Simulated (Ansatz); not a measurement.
Input of the run:

```
crystal:
  lattice:
    - [3.1697138073, 0.0, 0.0]
    - [-1.5848569037, 2.7870519858, 0.0]
    - [0.0, 0.0, 16.926332426]
  atoms:
    - { symbol: W, position: [0.3338607918, 0.6677215836, 0.0] }
    - { symbol: S, position: [0.6664029374, 0.3328058749, 0.9081822398] }
    - { symbol: S, position: [0.6664029374, 0.3328058749, 0.0918177602] }
kpoints:
  mp_grid: { grid: [12, 12, 2] }
  band_path:
    path:
      - [0.0, 0.0, 0.0]
      - [0.5, 0.0, 0.0]
      - [0.3333333333, 0.3333333333, 0.0]
      - [0.0, 0.0, 0.5]
      - [0.5, 0.0, 0.5]
      - [0.3333333333, 0.3333333333, 0.5]
      - [0.328125, 0.335938, 0.0]
    npoints: 1
hamiltonian:
  xc: pbe
scf:
  occupations: { method: fermi_dirac, width: 0.02 }
  n_extra_bands: 4
output:
  forces: true
  stress: true
  eigenvalues: true
```

Run as:
```bash
ansatz run input.yaml --threads 4 --pin off --max-ram 4608MiB --backend cpu --events-out ev --progress --plain --runs-dir out
```

Predict the main features of the density of states.

There is a gap; over the k points computed it is 1.69 eV. The upper group of valence states starts about 6.5 eV under the valence-band top, with a gap beneath it; it holds about 14 electrons a cell.

Spin-orbit coupling is left out, which matters for W.

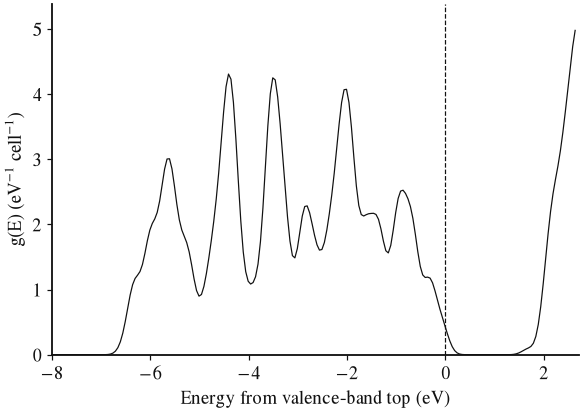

Density of states. Energies are counted from the top of the valence band. The curve is built from the levels of the k mesh with Gaussians 0.3 eV wide, which also blur the band edges.
